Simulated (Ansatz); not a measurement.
Geometry optimisation.

Program: Ansatz.

```
crystal:
  lattice:
    - [0.0, 3.205, 3.205]
    - [3.205, 0.0, 3.205]
    - [3.205, 3.205, 0.0]
  atoms:
    - { symbol: Cd, position: [0.0, 0.0, 0.0] }
    - { symbol: Te, position: [0.25, 0.25, 0.25] }
basis:
  ecutwfc: 420
kpoints:
  mp_grid: { grid: [8, 8, 8] }
hamiltonian:
  xc: pbesol
scf:
  occupations: { method: gaussian, width: 0.02 }
output:
  forces: true
  stress: true
  eigenvalues: true
  write_density: true
  write_potential: true
  elf: true
  volumetric_format: npy
relax:
  adjacent_minimum: "off"
  f_tol: 0.005
  max_steps: 80
  cell: { stress_tol: 0.05 }
```

Launched with:
```bash
ansatz run input.yaml --threads 1 --pin off --max-ram 4096MiB --backend cpu --events-out ev --progress --plain --runs-dir out
```

> How does the optimisation go?

The optimisation met its thresholds at geometry 4, counting the start as the first. The energy fell by about 6 meV/atom from the first step to the last. All forces vanish by symmetry, so only the cell moves. The volume grows from 32.9 to 34.2 Å³ per atom (+4 %), overshooting to 34.9 at step 2.

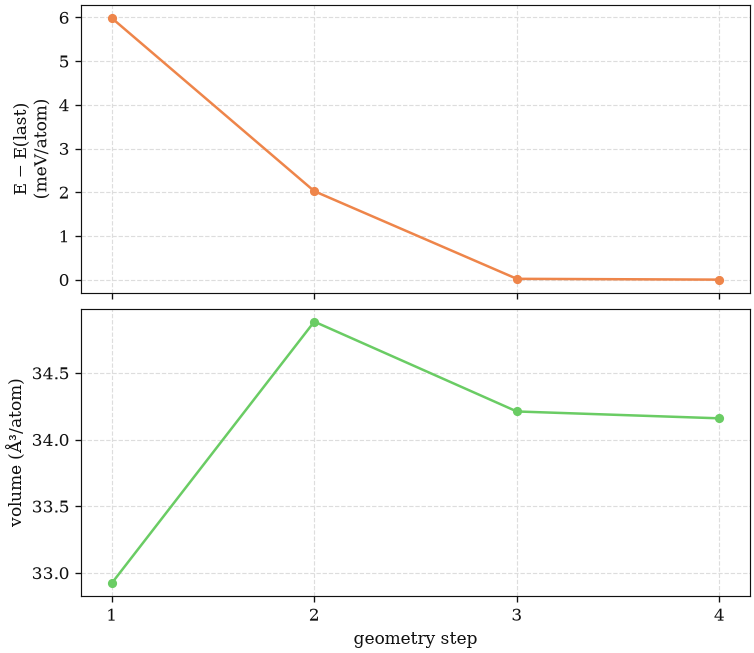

History of the run, step by step. Atoms and cell relax. A closing SCF on a freshly chosen basis isn't drawn.
